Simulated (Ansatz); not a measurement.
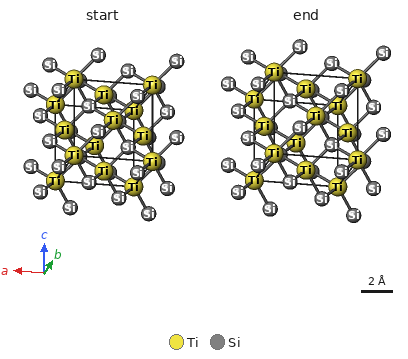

The structure of solid TiSi (built on the zinc blende type) (coarse preliminary run) before (left) and after (right) a relaxation, at one scale.

A ball-and-stick model of the conventional cell (4 times the calculation's cell), seen from a free direction. Lengths and directions refer to the drawn axes.

Level of theory: DFT PBEsol, scalar-relativistic, plane waves, PAW in Ansatz.

Input file:
```yaml
crystal:
  lattice:
    - [0.0, 2.6833419606, 2.6833419606]
    - [2.6833419606, 0.0, 2.6833419606]
    - [2.6833419606, 2.6833419606, 0.0]
  atoms:
    - { symbol: Ti, position: [0.0, 0.0, 0.0] }
    - { symbol: Si, position: [0.25, 0.25, 0.25] }
basis:
  ecutwfc: 420
kpoints:
  mp_grid: { grid: [6, 6, 6] }
hamiltonian:
  xc: pbesol
scf:
  occupations: { method: gaussian, width: 0.1 }
output:
  forces: true
  stress: true
  eigenvalues: true
relax:
  adjacent_minimum: "off"
  f_tol: 0.05
  max_steps: 80
  cell: { stress_tol: 0.5 }
```

Command:
```bash
ansatz run input.yaml --threads 1 --pin off --max-ram 2560MiB --backend cpu --events-out ev --progress --plain --runs-dir out
```

**What changed between the two?**

No atom moves by more than 0.005 Å relative to the cell. The drawn cell changes as follows: a = b = c 5.367 → 5.713 Å (+6.5 %); the volume changes by +20.6 %. Among the contacts that change: Ti1–Si2 2.324 → 2.474 Å. The space group stays F-43m (No. 216). The energy falls by 185 meV per atom in 3 accepted moves (4 points after the start). All forces vanish by symmetry, so only the cell relaxes. Pressure: 16.91 GPa at the start and 0.15 GPa at the end. At 1 point the geometry stayed and the basis and grid were re-selected for the new cell (energy shift of 2.1 meV per atom at most each time). Cost: 12 s on 1 thread of Intel(R) Xeon(R) Processor @ 2.50GHz (Skylake/Cascade Lake) (shared host), peak memory 0.34 GiB.
